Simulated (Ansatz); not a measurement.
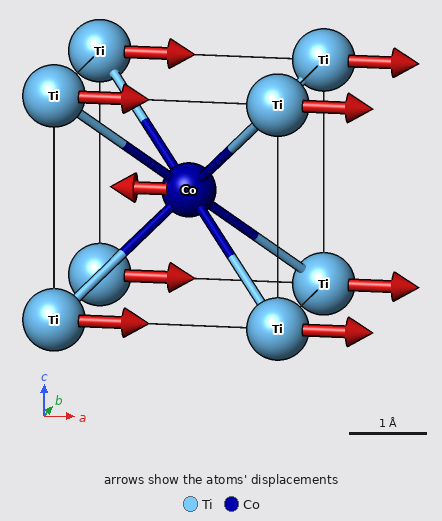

The lowest optical mode of solid TiCo (a generated structure), space group Pm-3m (No. 221), at the zone centre. Displacements are drawn as red arrows; their common scale and sign are arbitrary. A ball-and-stick model of the cell of the calculation, seen slightly off an axis.

The calculation used DFT PBE, scalar-relativistic, plane waves, PAW (Ansatz). Settings: plane-wave cutoff 420 eV; k-point mesh 18 × 18 × 18; occupations gaussian; smearing width 0.2 eV; collinear spin.

The frequencies depend somewhat on the k-mesh and the smearing.

Q: Is this crystal at a minimum with respect to the drawn distortion?

A: Yes: this softest mode has a real frequency, and so have all others here. That speaks for this wave vector alone: the rest of the zone wasn't checked in this run. This is the T₁u mode (triply degenerate; one member of the set is drawn) at 226 cm⁻¹, the only optical level, infrared-active by symmetry. The Ti sublattice moves against the Co sublattice, along a; the kinetic energy is shared as Ti 55 %, Co 45 %. The crystal is a metal, so free carriers screen the infrared response.
